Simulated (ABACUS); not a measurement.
# MoS₂: band-structure run (part 2 of 2)

The same run, continued: MoS₂ (6 atoms in the cell); Kohn-Sham DFT of a periodic cell, r2SCAN, SG15 ONCV 1.2 PBE, no spin polarisation (ABACUS 3.10.1); cutoff 1278.93 eV, fermi-dirac of 0.05 eV. The structure derives from a Materials Project entry. It belongs to a series of runs on one base structure; here: bands on the converged density.

Geometry of the input (Å; fractional positions):
```
3.1845  0.0000  0.0000
-1.5923  2.7579  0.0000
0.0000  0.0000  21.6705
Mo 0.3333  0.6667  0.8512
Mo 0.6667  0.3333  0.1488
S  0.6667  0.3333  0.7796
S  0.3333  0.6667  0.2204
S  0.3333  0.6667  0.0773
S  0.6667  0.3333  0.9227
```

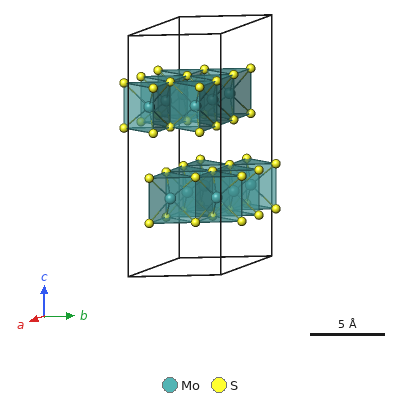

*The input geometry (polyhedral view of the 3 × 2 repeat of the cell, with the vacuum cut short, seen slightly off an axis; polyhedra are completed across the faces of the cell). An atom can appear more than once, as a periodic image.*

## What the program printed, continued
```
 k(1/57) Iter steps (avg)=20 threshold=1e-07
 k(2/57) Iter steps (avg)=19 threshold=1e-07
 k(3/57) Iter steps (avg)=24 threshold=1e-07
 k(4/57) Iter steps (avg)=27 threshold=1e-07
 k(5/57) Iter steps (avg)=23 threshold=1e-07
 k(6/57) Iter steps (avg)=24 threshold=1e-07
 k(7/57) Iter steps (avg)=25 threshold=1e-07
 k(8/57) Iter steps (avg)=26 threshold=1e-07
 k(9/57) Iter steps (avg)=28 threshold=1e-07
 k(10/57) Iter steps (avg)=30 threshold=1e-07
 k(11/57) Iter steps (avg)=24 threshold=1e-07
 k(12/57) Iter steps (avg)=22 threshold=1e-07
 k(13/57) Iter steps (avg)=20 threshold=1e-07
 k(14/57) Iter steps (avg)=23 threshold=1e-07
 k(15/57) Iter steps (avg)=24 threshold=1e-07
[... levels at 15 k points of this process ...]

 Density error is 0.00000000000
                          Error Threshold = 1.00000000000e-07
----------------------------------------------------------
     Energy           Rydberg                 eV
----------------------------------------------------------
 E_KohnSham     -356.5065587661      -4850.5205735909
 E_KS(sigma->0) -356.5065587278      -4850.5205730702
 E_Harris       -356.5065587661      -4850.5205735909
 E_band         -53.1136074518       -722.6477026796
 E_one_elec     -1699.1093010360     -23117.5680188867
 E_Hartree      856.6669922282       11655.5523828247
 E_xc           -49.5141179675       -673.6741358021
 E_Ewald        535.4498680858       7285.1691993146
 E_entropy(-TS) -0.0000000765        -0.0000010414
 E_descf        0.0000000000         0.0000000000
 E_exx          0.0000000000         0.0000000000
 E_Fermi        0.3011920620         4.0979282355
----------------------------------------------------------

 charge density convergence is achieved
 final etot is -4850.5205736 eV
 EFERMI = 4.0979282355 eV

 STATE ENERGY(eV) AND OCCUPATIONS    NSPIN == 1
 1/15 kpoint (Cartesian) = 0.0000 0.0000 0.0000 (19843 pws)
       1       -60.2773      0.0350877
       2       -60.2773      0.0350877
       3       -33.4212      0.0350877
       4       -33.4212      0.0350877
       5       -33.2174      0.0350877
       6       -33.2174      0.0350877
       7       -33.2174      0.0350877
       8       -33.2174      0.0350877
       9       -11.9087      0.0350877
      10       -11.8384      0.0350877
      11       -10.5176      0.0350877
      12       -10.3981      0.0350877
      13       -3.05741      0.0350877
      14       -2.70672      0.0350877
      15       0.208796      0.0350877
      16       0.208796      0.0350877
      17       0.212267      0.0350877
      18       0.212267      0.0350877
      19       0.768112      0.0350877
      20        1.37427      0.0350877
      21        1.37427      0.0350877
      22        1.38591      0.0350877
      23        1.38591      0.0350877
      24        1.58616      0.0350877
      25        2.95951      0.0350877
      26        3.44708      0.0350876
      27        5.99306    1.21419e-18
      28        5.99306    1.21419e-18
      29        6.00139    1.02779e-18
      30        6.00139    1.02779e-18
      31        6.21937    1.31380e-20
      32        6.21937    1.31380e-20
      33        6.26292    5.49939e-21
      34        6.26292    5.49939e-21
      35        9.05639    2.99562e-45
      36        9.39630    3.34267e-48
      37        9.68991    9.41386e-51
      38        9.86493    2.84162e-52

 2/15 kpoint (Cartesian) = 0.026168 0.015108 0.0000 (19812 pws)
       1       -60.2747      0.0350877
       2       -60.2747      0.0350877
       3       -33.4158      0.0350877
       4       -33.4158      0.0350877
       5       -33.2443      0.0350877
       6       -33.2443      0.0350877
       7       -33.2235      0.0350877
       8       -33.2235      0.0350877
       9       -11.8023      0.0350877
      10       -11.7324      0.0350877
      11       -10.4745      0.0350877
      12       -10.3589      0.0350877
      13       -2.93595      0.0350877
      14       -2.58632      0.0350877
      15     -0.0280669      0.0350877
      16     -0.0223948      0.0350877
      17       0.318253      0.0350877
      18       0.323191      0.0350877
      19       0.396812      0.0350877
      20       0.804260      0.0350877
      21        1.20463      0.0350877
      22        1.21761      0.0350877
      23        1.60822      0.0350877
      24        1.97019      0.0350877
      25        2.92243      0.0350877
      26        3.32483      0.0350877
      27        5.87651    1.24916e-17
      28        5.89460    8.69821e-18
      29        5.96625    2.07561e-18
      30        6.02624    6.25194e-19
      31        6.09012    1.74259e-19
      32        6.14432    5.89461e-20
      33        6.18249    2.74708e-20
      34        6.19707    2.05233e-20
      35        9.22141    1.10444e-46
      36        9.59717    6.01598e-50
      37        10.1567    8.29654e-55
      38        10.3002    4.70689e-56

 3/15 kpoint (Cartesian) = 0.052336 0.030216 0.0000 (19784 pws)
       1       -60.2675      0.0350877
       2       -60.2675      0.0350877
       3       -33.4010      0.0350877
       4       -33.4010      0.0350877
       5       -33.3172      0.0350877
       6       -33.3172      0.0350877
       7       -33.2401      0.0350877
       8       -33.2401      0.0350877
       9       -11.4999      0.0350877
      10       -11.4319      0.0350877
      11       -10.3525      0.0350877
      12       -10.2479      0.0350877
      13       -2.62597      0.0350877
      14       -2.28810      0.0350877
      15      -0.578413      0.0350877
      16      -0.558553      0.0350877
      17      -0.202670      0.0350877
      18      0.0895221      0.0350877
      19       0.622915      0.0350877
      20       0.632034      0.0350877
      21       0.803549      0.0350877
      22       0.819170      0.0350877
      23        1.69982      0.0350877
      24        2.05601      0.0350877
      25        2.72397      0.0350877
      26        2.91214      0.0350877
      27        5.46534    4.65592e-14
      28        5.68455    5.80648e-16
      29        5.81251    4.49288e-17
      30        5.83025    3.15049e-17
      31        5.87223    1.36058e-17
      32        5.98164    1.52544e-18
      33        6.60160    6.28782e-24
      34        6.63933    2.95659e-24
      35        9.63806    2.65578e-50
      36        10.0147    1.42038e-53
      37        11.1162    3.84942e-63
      38        11.3986    1.35533e-65

 4/15 kpoint (Cartesian) = 0.078504 0.045324 0.0000 (19776 pws)
       1       -60.2577      0.0350877
       2       -60.2577      0.0350877
       3       -33.4155      0.0350877
       4       -33.4155      0.0350877
       5       -33.3808      0.0350877
       6       -33.3808      0.0350877
       7       -33.2626      0.0350877
       8       -33.2626      0.0350877
       9       -11.0533      0.0350877
      10       -10.9900      0.0350877
      11       -10.1734      0.0350877
      12       -10.0863      0.0350877
      13       -2.36689      0.0350877
      14       -2.11218      0.0350877
      15       -1.09167      0.0350877
      16      -0.988115      0.0350877
      17      -0.809313      0.0350877
      18      -0.614955      0.0350877
      19       0.351615      0.0350877
      20       0.369410      0.0350877
      21        1.04901      0.0350877
      22        1.06627      0.0350877
      23        1.49332      0.0350877
      24        1.77988      0.0350877
      25        2.30801      0.0350877
      26        2.35399      0.0350877
      27        5.28375    1.75900e-12
      28        5.53643    1.12332e-14
      29        5.59382    3.56441e-15
      30        5.61106    2.52507e-15
      31        6.13721    6.79456e-20
      32        6.39207    4.15409e-22
      33        7.04072    9.64649e-28
      34        7.10682    2.57198e-28
      35        10.2640    9.72016e-56
      36        10.5825    1.66373e-58
      37        11.5933    2.76290e-67
      38        12.0100    6.63816e-71

 5/15 kpoint (Cartesian) = 0.10467 0.060433 0.0000 (19782 pws)
       1       -60.2478      0.0350877
       2       -60.2478      0.0350877
       3       -33.5123      0.0350877
       4       -33.5123      0.0350877
       5       -33.3605      0.0350877
       6       -33.3605      0.0350877
       7       -33.2851      0.0350877
       8       -33.2851      0.0350877
       9       -10.5533      0.0350877
      10       -10.4996      0.0350877
      11       -9.97628      0.0350877
      12       -9.91192      0.0350877
      13       -2.54819      0.0350877
      14       -2.42318      0.0350877
      15       -1.45432      0.0350877
      16       -1.31076      0.0350877
      17       -1.15669      0.0350877
      18      -0.966834      0.0350877
      19     -0.0295093      0.0350877
      20     -0.0101246      0.0350877
      21        1.21952      0.0350877
      22        1.42747      0.0350877
      23        1.47323      0.0350877
      24        1.50343      0.0350877
      25        2.01624      0.0350877
      26        2.09538      0.0350877
      27        5.39192    2.02171e-13
      28        5.43498    8.54336e-14
      29        5.45044    6.27226e-14
      30        5.72791    2.43976e-16
      31        6.61768    4.55902e-24
      32        6.93045    8.75260e-27
      33        7.35990    1.62924e-30
      34        7.45562    2.40221e-31
      35        10.9345    1.45580e-61
      36        11.0749    8.79490e-63
      37        11.1903    8.74376e-64
      38        11.5595    5.43268e-67

 6/15 kpoint (Cartesian) = 0.13084 0.075541 0.0000 (19774 pws)
       1       -60.2406      0.0350877
       2       -60.2406      0.0350877
       3       -33.5823      0.0350877
       4       -33.5823      0.0350877
       5       -33.3456      0.0350877
       6       -33.3456      0.0350877
       7       -33.3015      0.0350877
       8       -33.3015      0.0350877
       9       -10.1371      0.0350877
      10       -10.0984      0.0350877
      11       -9.81608      0.0350877
      12       -9.77641      0.0350877
      13       -2.90659      0.0350877
      14       -2.81538      0.0350877
      15       -1.85290      0.0350877
      16       -1.75940      0.0350877
      17       -1.26444      0.0350877
      18       -1.05776      0.0350877
      19      -0.277340      0.0350877
      20      -0.257051      0.0350877
      21        1.05843      0.0350877
      22        1.18240      0.0350877
      23        1.76723      0.0350877
      24        1.81168      0.0350877
      25        2.16930      0.0350877
      26        2.25134      0.0350877
      27        5.39490    1.90449e-13
      28        5.41813    1.19678e-13
      29        5.74863    1.61198e-16
      30        5.90381    7.23471e-18
      31        6.98030    3.22979e-27
      32        7.31474    4.02076e-30
      33        7.53328    5.08236e-32
      34        7.65119    4.80775e-33
      35        10.0369    9.11193e-54
      36        10.2776    7.39239e-56
      37        11.3547    3.26452e-65
      38        11.4874    2.29471e-66

[... levels at 9 further k points ...]

 --------------------------------------------
 !FINAL_ETOT_IS -4850.520573590910 eV
 --------------------------------------------

 Output bands in file: OUT.MoS2/BANDS_1.dat
```
